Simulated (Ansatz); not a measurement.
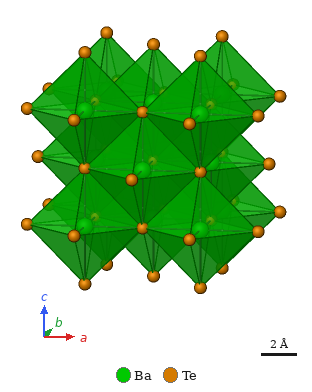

Crystalline BaTe (set up in Fm-3m), before the relaxation. The picture is a polyhedral view of the conventional cell (4 times the calculation's cell), seen slightly off an axis. Lengths and directions refer to the drawn axes.

All numbers below come from DFT r2SCAN, scalar-relativistic, plane waves, PAW in Ansatz 0.2.0.

Input
```yaml
crystal:
  lattice:
    - [0.0, 3.41, 3.41]
    - [3.41, 0.0, 3.41]
    - [3.41, 3.41, 0.0]
  atoms:
    - { symbol: Ba, position: [0.0, 0.0, 0.0] }
    - { symbol: Te, position: [0.5, 0.5, 0.5] }
basis:
  ecutwfc: 500
kpoints:
  mp_grid: { grid: [8, 8, 8] }
hamiltonian:
  xc: r2scan
scf:
  occupations: { method: gaussian, width: 0.02 }
output:
  forces: true
  stress: true
  eigenvalues: true
relax:
  adjacent_minimum: "off"
  f_tol: 0.005
  max_steps: 80
  cell: { stress_tol: 0.05 }
```

Q: Predict the outcome.

A: No atom moves by more than 0.005 Å relative to the cell. The drawn cell changes as follows: a = b = c 6.820 → 7.062 Å (+3.6 %); the volume changes by +11.0 %. Among the contacts that change: Ba1–Te2 3.410 → 3.531 Å. The space group stays Fm-3m (No. 225). Over 3 accepted moves (4 points after the start) the energy falls by 50.5 meV per atom. All forces vanish by symmetry, so only the cell relaxes. Pressure: 4.05 GPa at the start and 0.01 GPa at the end. The SCF was repeated once at an unchanged geometry on a basis and grid sized afresh for the cell, which shifted the energy by 0.3 meV per atom at most.

Step by step:

```tsv
step	E − E(0), meV/atom	pressure, GPa	volume, Å³/atom	note
0	0.00	4.05	39.652	
1	-48.52	-0.59	44.933	
2	-50.19	-0.10	44.183	
3	-50.24	0.00	44.033	
4	-50.51	0.01	44.033	same geometry, new basis
```

After the run, drawn alike:

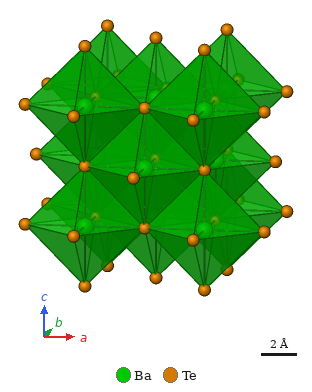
